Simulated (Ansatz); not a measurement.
# Trigonal (grey) selenium under PBE: how the Gaussian smearing moves the result

A convergence test of the Gaussian smearing width. The geometry was relaxed under PBE beforehand and stays fixed; 7 values are run, from 0.01 to 1.0 eV. Wanted are the values from which on the energy stays within 10 and 1 meV/atom, and the pressure within 0.5 GPa, of the narrowest run. Within the series other settings stay, but some runs also write fields, which adds to their time. Spin polarisation is left out.

Computed with Ansatz 0.2.0 (DFT PBE, plane waves with PAW, scalar-relativistic, unless a step says otherwise).

1 further run of the same task is left out (set aside as unsound or not needed).

### 1 Starting point

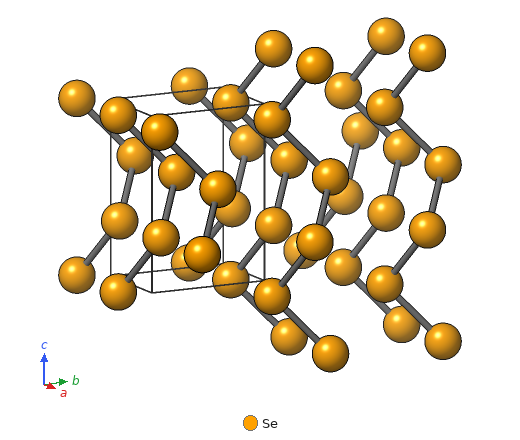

Start, viewed slightly off an axis; selenium orange. 2×2×1 cells are drawn. Any atoms on the faces are drawn again on the opposite ones, and bonded neighbours outside are added.

Coordinates:

```
Se
1.0
     4.52038    0.00000    0.00000
    -2.26019    3.91476    0.00000
     0.00000    0.00000    5.04531
Se
3
Direct
  0.21893 0.00000 0.33333
  0.00000 0.21893 0.66667
  0.78107 0.78107 0.00000
```

### 2 Run at 0.01 eV

The run at 0.01 eV.

Contents of input.yaml:

```yaml
crystal:
  lattice:
    - [4.5203796332, 0.0, 0.0]
    - [-2.2601898166, 3.9147635971, 0.0]
    - [0.0, 0.0, 5.0453124951]
  atoms:
    - { symbol: Se, position: [0.2189274285, 0.0, 0.3333333333] }
    - { symbol: Se, position: [1.0, 0.2189274285, 0.6666666667] }
    - { symbol: Se, position: [0.7810725715, 0.7810725715, 0.0] }
hamiltonian:
  xc: pbe
  pseudopotentials:
    kind: paw
    azcp:
      Se: "pseudopotentials/Se.paw.azcp"
basis:
  ecutwfc: 420
  fft_grid_basis: typed
kpoints:
  mp_grid: { grid: [8, 8, 6], shift: [0, 0, 0] }
magnetization:
  spin_polarized: false
scf:
  occupations: { method: gaussian, width: 0.01 }
  lower_state_search: "off"
output:
  stress: true
  write_density: true
  write_potential: true
  elf: true
  volumetric_format: npy
```

Command:

```sh
ansatz run input.yaml --threads 1 --pin off --max-ram 3584MiB --backend cpu --events-out ev --progress --plain --runs-dir out
```

What it wrote, shortened:

```text
[...]
Pseudopotentials: kind: paw
Pseudopotential: Se, paw, valence charge 16, recommended cutoff 420 eV (normal), <dir>
Functional definition: PBE
[...]
Crystal: 3 atoms, lattice volume = 89.283 Å³
Basis set: ecut = 420 eV, 1787 PW (Γ)
Bands: 29, of which v1, the nominal top of the filled ones, is band 24 counted from 1 (23 counted from 0)
Symmetry: 6 space group operations
Space group: P3121 (ITA 152), of the structure as read, at distance tolerance 4.5e-5 Å
k-points: 50 of 384 (time reversal used)
[...]
SCF iter   1: F=—  HF=-16407.236433 eV  |F-HF|=—  |Δ(HF+E_count)|=         —  Δρ=1.07e-3  dr2=5.69e-4  ethr=1.77e-3  ⟨swp⟩=6.3  Hψ=6364  notcnv=0
[...]
SCF iter   6: F=-16407.237600 eV  HF=-16407.237600 eV  |F-HF|=1.37e-8  |Δ(HF+E_count)|=   2.54e-7  Δρ=2.90e-6  dr2=9.61e-9  ethr=2.08e-10  ⟨swp⟩=11.3  Hψ=11249  notcnv=0
[...]
SCF converged after 6 iterations
Free energy (F): -16407.237600 eV
[...]
E sigma→0 (E₀):  -16407.237600 eV
Fermi energy:    6.267195 eV
[...]
--- Stress (GPa, compression-positive) ---
       -0.001280       0.000000       0.000000
        0.000000      -0.001280      -0.000000
        0.000000      -0.000000      -0.016330
  P = ⅓ Tr σ = -0.0063 GPa (-0.063 kbar)
--- Band table (eV; the first three rows and the last of 50) ---
[...]
```

Wall time 18 s (1 thread of Intel Xeon Platinum 8259CL at 2.50GHz (Skylake/Cascade Lake), shared host); peak memory 0.55 GiB.

### 3 Run at 0.03 eV

The run at 0.03 eV.

Edit input.yaml of step 2 so:

```diff
@@ -23,3 +23,3 @@
 scf:
-  occupations: { method: gaussian, width: 0.01 }
+  occupations: { method: gaussian, width: 0.03 }
   lower_state_search: "off"
@@ -27,5 +27 @@
   stress: true
-  write_density: true
-  write_potential: true
-  elf: true
-  volumetric_format: npy
```

Command:

```sh
ansatz run input.yaml --threads 1 --pin off --max-ram 3584MiB --backend cpu --events-out ev --progress --plain --runs-dir out
```

What it wrote, shortened:

```text
[...]
[... 3 set-up lines as earlier in the session ...]
[...]
Crystal: 3 atoms, lattice volume = 89.283 Å³
Basis set: ecut = 420 eV, 1787 PW (Γ)
Bands: 28, of which v1, the nominal top of the filled ones, is band 24 counted from 1 (23 counted from 0)
[... 2 set-up lines as earlier in the session ...]
k-points: 50 of 384 (time reversal used)
[...]
SCF iter   1: F=—  HF=-16407.236454 eV  |F-HF|=—  |Δ(HF+E_count)|=         —  Δρ=1.07e-3  dr2=5.80e-4  ethr=1.77e-3  ⟨swp⟩=6.2  Hψ=5962  notcnv=0
[...]
SCF iter   6: F=-16407.237600 eV  HF=-16407.237600 eV  |F-HF|=1.23e-8  |Δ(HF+E_count)|=   2.12e-7  Δρ=3.22e-6  dr2=1.18e-8  ethr=2.08e-10  ⟨swp⟩=4.7  Hψ=5432  notcnv=0
[...]
SCF converged after 6 iterations
Free energy (F): -16407.237600 eV
[...]
E sigma→0 (E₀):  -16407.237600 eV
Fermi energy:    6.266951 eV
[...]
--- Stress (GPa, compression-positive) ---
       -0.001265      -0.000000       0.000000
        0.000000      -0.001265      -0.000000
        0.000000      -0.000000      -0.016324
  P = ⅓ Tr σ = -0.0063 GPa (-0.063 kbar)
```

It took 9.9 s on 1 thread of Intel Xeon Platinum 8259CL at 2.50GHz (Skylake/Cascade Lake), shared host; peak memory 0.55 GiB.

### 4 Run at 0.1 eV

The run at 0.1 eV.

Edit input.yaml of step 3 so:

```diff
@@ -23,3 +23,3 @@
 scf:
-  occupations: { method: gaussian, width: 0.03 }
+  occupations: { method: gaussian, width: 0.1 }
   lower_state_search: "off"
```

Command:

```sh
ansatz run input.yaml --threads 1 --pin off --max-ram 3584MiB --backend cpu --events-out ev --progress --plain --runs-dir out
```

What it wrote, shortened:

```text
[...]
[... 3 set-up lines as earlier in the session ...]
[...]
Crystal: 3 atoms, lattice volume = 89.283 Å³
Basis set: ecut = 420 eV, 1787 PW (Γ)
Bands: 28, of which v1, the nominal top of the filled ones, is band 24 counted from 1 (23 counted from 0)
[... 2 set-up lines as earlier in the session ...]
k-points: 50 of 384 (time reversal used)
[...]
SCF iter   1: F=—  HF=-16407.236456 eV  |F-HF|=—  |Δ(HF+E_count)|=         —  Δρ=1.07e-3  dr2=5.80e-4  ethr=1.77e-3  ⟨swp⟩=5.8  Hψ=5800  notcnv=0
[...]
SCF iter   6: F=-16407.237600 eV  HF=-16407.237600 eV  |F-HF|=1.22e-8  |Δ(HF+E_count)|=   2.11e-7  Δρ=3.22e-6  dr2=1.18e-8  ethr=2.08e-10  ⟨swp⟩=4.7  Hψ=5433  notcnv=0
[...]
SCF converged after 6 iterations
Free energy (F): -16407.237600 eV
[...]
E sigma→0 (E₀):  -16407.237600 eV
Fermi energy:    6.264230 eV
[...]
--- Stress (GPa, compression-positive) ---
       -0.001265       0.000000       0.000000
       -0.000000      -0.001265      -0.000000
        0.000000      -0.000000      -0.016323
  P = ⅓ Tr σ = -0.0063 GPa (-0.063 kbar)
```

Wall time 11 s (1 thread of Intel Xeon Platinum 8259CL at 2.50GHz (Skylake/Cascade Lake), shared host); peak memory 0.54 GiB.

### 5 Run at 0.2 eV

The run at 0.2 eV.

Edit input.yaml of step 4 so:

```diff
@@ -23,3 +23,3 @@
 scf:
-  occupations: { method: gaussian, width: 0.1 }
+  occupations: { method: gaussian, width: 0.2 }
   lower_state_search: "off"
@@ -27 +27,5 @@
   stress: true
+  write_density: true
+  write_potential: true
+  elf: true
+  volumetric_format: npy
```

Command:

```sh
ansatz run input.yaml --threads 1 --pin off --max-ram 3584MiB --backend cpu --events-out ev --progress --plain --runs-dir out
```

What it wrote, shortened:

```text
[...]
[... 3 set-up lines as earlier in the session ...]
[...]
Crystal: 3 atoms, lattice volume = 89.283 Å³
Basis set: ecut = 420 eV, 1787 PW (Γ)
Bands: 29, of which v1, the nominal top of the filled ones, is band 24 counted from 1 (23 counted from 0)
[... 2 set-up lines as earlier in the session ...]
k-points: 50 of 384 (time reversal used)
[...]
SCF iter   1: F=—  HF=-16407.236435 eV  |F-HF|=—  |Δ(HF+E_count)|=         —  Δρ=1.07e-3  dr2=5.69e-4  ethr=1.77e-3  ⟨swp⟩=5.4  Hψ=5847  notcnv=0
[...]
SCF iter   6: F=-16407.237600 eV  HF=-16407.237600 eV  |F-HF|=1.36e-8  |Δ(HF+E_count)|=   2.52e-7  Δρ=2.90e-6  dr2=9.62e-9  ethr=2.08e-10  ⟨swp⟩=11.2  Hψ=11614  notcnv=0
[...]
SCF converged after 6 iterations
Free energy (F): -16407.237600 eV
[...]
E sigma→0 (E₀):  -16407.237600 eV
Entropy (-TS):   -0.000001 eV (-0.000 meV/atom)
Fermi energy:    6.258998 eV
[...]
--- Stress (GPa, compression-positive) ---
       -0.001282       0.000000       0.000000
        0.000000      -0.001282      -0.000000
        0.000000      -0.000000      -0.016321
  P = ⅓ Tr σ = -0.0063 GPa (-0.063 kbar)
--- Band table (eV; the first three rows and the last of 50) ---
[...]
```

Wall time 14 s (1 thread of Intel Xeon Platinum 8259CL at 2.50GHz (Skylake/Cascade Lake), shared host); peak memory 0.55 GiB.

### 6 Run at 0.3 eV

The run at 0.3 eV.

Edit input.yaml of step 5 so:

```diff
@@ -23,3 +23,3 @@
 scf:
-  occupations: { method: gaussian, width: 0.2 }
+  occupations: { method: gaussian, width: 0.3 }
   lower_state_search: "off"
```

Command:

```sh
ansatz run input.yaml --threads 1 --pin off --max-ram 3584MiB --backend cpu --events-out ev --progress --plain --runs-dir out
```

What it wrote, shortened:

```text
[...]
[... 3 set-up lines as earlier in the session ...]
[...]
Crystal: 3 atoms, lattice volume = 89.283 Å³
Basis set: ecut = 420 eV, 1787 PW (Γ)
Bands: 29, of which v1, the nominal top of the filled ones, is band 24 counted from 1 (23 counted from 0)
[... 2 set-up lines as earlier in the session ...]
k-points: 50 of 384 (time reversal used)
[...]
SCF iter   1: F=—  HF=-16407.236451 eV  |F-HF|=—  |Δ(HF+E_count)|=         —  Δρ=1.07e-3  dr2=5.71e-4  ethr=1.77e-3  ⟨swp⟩=5.2  Hψ=5760  notcnv=0
[...]
SCF iter   6: F=-16407.237617 eV  HF=-16407.237617 eV  |F-HF|=1.38e-8  |Δ(HF+E_count)|=   2.51e-7  Δρ=2.91e-6  dr2=9.64e-9  ethr=2.08e-10  ⟨swp⟩=10.1  Hψ=11469  notcnv=0
[...]
SCF converged after 6 iterations
Free energy (F): -16407.237617 eV
[...]
E sigma→0 (E₀):  -16407.237526 eV
Entropy (-TS):   -0.000181 eV (-0.060 meV/atom)
Fermi energy:    6.274620 eV
[...]
--- Stress (GPa, compression-positive) ---
       -0.001719       0.000000       0.000000
        0.000000      -0.001719      -0.000000
        0.000000      -0.000000      -0.014567
  P = ⅓ Tr σ = -0.0060 GPa (-0.060 kbar)
--- Band table (eV; the first three rows and the last of 50) ---
[...]
```

Wall time 18 s (1 thread of Intel Xeon Platinum 8259CL at 2.50GHz (Skylake/Cascade Lake), shared host); peak memory 0.56 GiB.

### 7 Run at 0.6 eV

The run at 0.6 eV.

Edit input.yaml of step 6 so:

```diff
@@ -23,3 +23,3 @@
 scf:
-  occupations: { method: gaussian, width: 0.3 }
+  occupations: { method: gaussian, width: 0.6 }
   lower_state_search: "off"
@@ -27,5 +27 @@
   stress: true
-  write_density: true
-  write_potential: true
-  elf: true
-  volumetric_format: npy
```

Command:

```sh
ansatz run input.yaml --threads 1 --pin off --max-ram 3584MiB --backend cpu --events-out ev --progress --plain --runs-dir out
```

What it wrote, shortened:

```text
band count auto-derived: 29 (N_el = 48.0; filled up to band 24; 28 by the electrons, moments and atoms)
[...]
[... 3 set-up lines as earlier in the session ...]
[...]
Crystal: 3 atoms, lattice volume = 89.283 Å³
Basis set: ecut = 420 eV, 1787 PW (Γ)
Bands: 29, of which v1, the nominal top of the filled ones, is band 24 counted from 1 (23 counted from 0)
[... 2 set-up lines as earlier in the session ...]
k-points: 50 of 384 (time reversal used)
[...]
SCF iter   1: F=—  HF=-16407.241784 eV  |F-HF|=—  |Δ(HF+E_count)|=         —  Δρ=1.15e-3  dr2=7.76e-4  ethr=1.77e-3  ⟨swp⟩=5.1  Hψ=5671  notcnv=0
[...]
SCF iter   6: F=-16407.242847 eV  HF=-16407.242847 eV  |F-HF|=2.99e-8  |Δ(HF+E_count)|=   2.38e-7  Δρ=4.35e-6  dr2=2.38e-8  ethr=2.08e-10  ⟨swp⟩=5.0  Hψ=5906  notcnv=0
[...]
SCF converged after 6 iterations
Free energy (F): -16407.242847 eV
[...]
E sigma→0 (E₀):  -16407.225998 eV
Entropy (-TS):   -0.033699 eV (-11.233 meV/atom)
Fermi energy:    6.295820 eV
[...]
--- Stress (GPa, compression-positive) ---
       -0.014946       0.000000       0.000000
       -0.000000      -0.014946      -0.000000
        0.000000      -0.000000       0.141753
  P = ⅓ Tr σ = 0.0373 GPa (0.373 kbar)
```

It took 12 s on 1 thread of Intel Xeon Platinum 8259CL at 2.50GHz (Skylake/Cascade Lake), shared host; peak memory 0.54 GiB.

### 8 Run at 1.0 eV

The run at 1.0 eV.

Edit input.yaml of step 7 so:

```diff
@@ -23,3 +23,3 @@
 scf:
-  occupations: { method: gaussian, width: 0.6 }
+  occupations: { method: gaussian, width: 1.0 }
   lower_state_search: "off"
```

Command:

```sh
ansatz run input.yaml --threads 1 --pin off --max-ram 3584MiB --backend cpu --events-out ev --progress --plain --runs-dir out
```

What it wrote, shortened:

```text
band count auto-derived: 31 (N_el = 48.0; filled up to band 24; 28 by the electrons, moments and atoms)
[...]
[... 3 set-up lines as earlier in the session ...]
[...]
Crystal: 3 atoms, lattice volume = 89.283 Å³
Basis set: ecut = 420 eV, 1787 PW (Γ)
Bands: 31, of which v1, the nominal top of the filled ones, is band 24 counted from 1 (23 counted from 0)
[... 2 set-up lines as earlier in the session ...]
k-points: 50 of 384 (time reversal used)
[...]
SCF iter   1: F=—  HF=-16407.319642 eV  |F-HF|=—  |Δ(HF+E_count)|=         —  Δρ=2.32e-3  dr2=3.82e-3  ethr=1.77e-3  ⟨swp⟩=5.1  Hψ=6024  notcnv=0
[...]
SCF iter   6: F=-16407.319593 eV  HF=-16407.319593 eV  |F-HF|=1.34e-7  |Δ(HF+E_count)|=   9.00e-9  Δρ=8.05e-6  dr2=7.78e-8  ethr=2.08e-10  ⟨swp⟩=3.0  Hψ=6982  notcnv=0
[...]
SCF converged after 6 iterations
Free energy (F): -16407.319593 eV
[...]
E sigma→0 (E₀):  -16407.135561 eV
Entropy (-TS):   -0.368063 eV (-122.688 meV/atom)
Fermi energy:    6.270040 eV
[...]
--- Stress (GPa, compression-positive) ---
        0.158823       0.000000       0.000000
        0.000000       0.158823      -0.000000
        0.000000      -0.000000       1.128664
  P = ⅓ Tr σ = 0.4821 GPa (4.821 kbar)
```

Run time: 12 s. Hardware: 1 thread of Intel Xeon Platinum 8259CL at 2.50GHz (Skylake/Cascade Lake), shared host; peak memory 0.55 GiB.

### 9 Convergence table

Differences are taken from the run at 0.01 eV.

```tsv
smearing (eV)	F (meV/atom)	E(σ → 0) (meV/atom)	P (GPa)	SCF cycles	CPU time
0.01	0.00	0.00	-0.01	6	18 s
0.03	0.00	0.00	-0.01	6	9.9 s
0.1	0.00	0.00	-0.01	6	11 s
0.2	0.00	0.00	-0.01	6	14 s
0.3	-0.01	0.02	-0.01	6	18 s
0.6	-1.75	3.87	0.04	6	12 s
1.0	-27.33	34.01	0.48	6	12 s
```

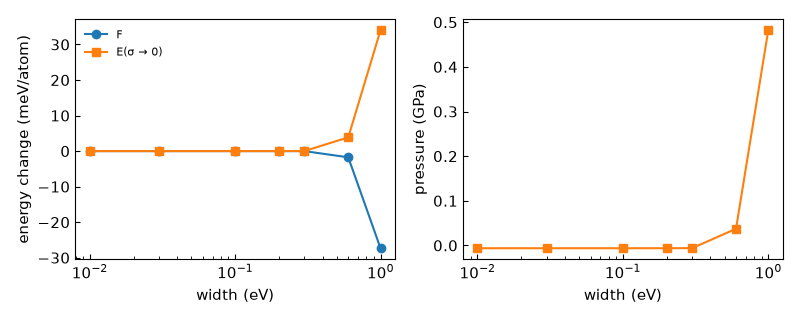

Energy and pressure against the Gaussian smearing width.

### 10 What came out

| quantity | value |
| --- | --- |
| E(σ → 0) stays within 10 meV/atom of 0.01 eV | up to 0.6 eV |
| E(σ → 0) stays within 1 meV/atom | up to 0.3 eV |
| pressure stays within 0.5 GPa | up to 1.0 eV |
| pressure at 0.01 eV | -0.01 GPa |

In words: The far end, 1.0 eV, lies +34.0 meV/atom and +0.5 GPa from the yardstick. The free energy F moves by -27.3 meV/atom over the range, and the estimate for σ → 0 by +34.0. While the width stays far under the gap, it changes nothing. The cell taken over is 9 % larger than the measured one (27.26 Å³/atom, COD), which weighs on all values here.

The gaps are Kohn-Sham values of a semilocal functional, not quasiparticle or optical gaps. Such gaps usually fall short of the measured ones.
